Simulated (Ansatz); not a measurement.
System: Ge.

```
Ge
1.0
     4.07599    0.00000    0.00000
    -2.03799    3.52991    0.00000
     0.00000    0.00000    6.72881
Ge
4
Direct
  0.33333 0.66667 0.93710
  0.66667 0.33333 0.43710
  0.33333 0.66667 0.56290
  0.66667 0.33333 0.06290
```

Space group P6₃/mmc; a structure from a database of computed crystals, not necessarily the ambient phase; computed pressure about −4 GPa in this cell.

Method: Ansatz 0.2.0, Kohn-Sham DFT of a periodic cell, r2SCAN, Ansatz PAW.

Question: What can the converged valence pseudo-density and electron localisation function tell about the bonding?

Answer: Ge–Ge (2.52 Å): the density is about 0.45 e/Å³ at the midpoint; the ELF peaks at about 0.80 between the atoms, as expected for localised, covalent bonding.

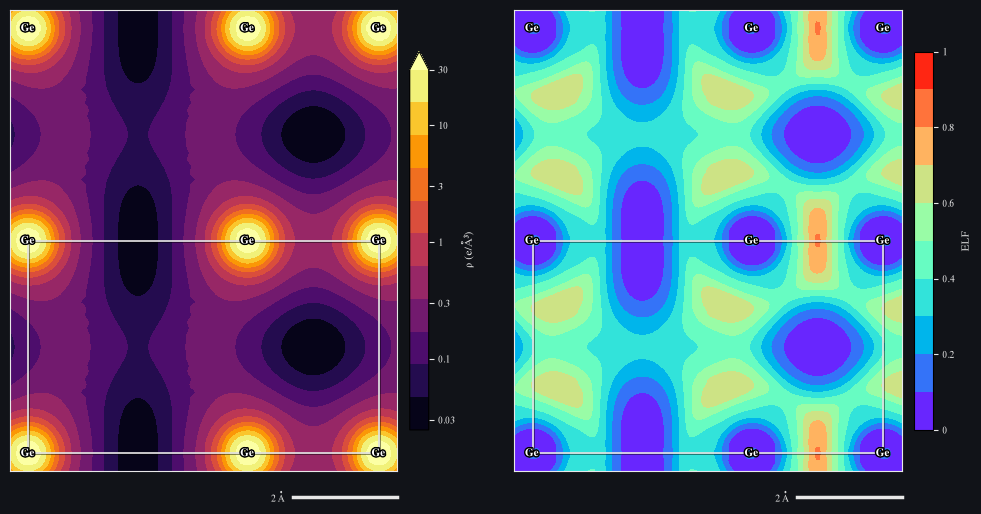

Computed valence pseudo-density and electron localisation function on the (11̄0) plane of the conventional cell, in this order. 
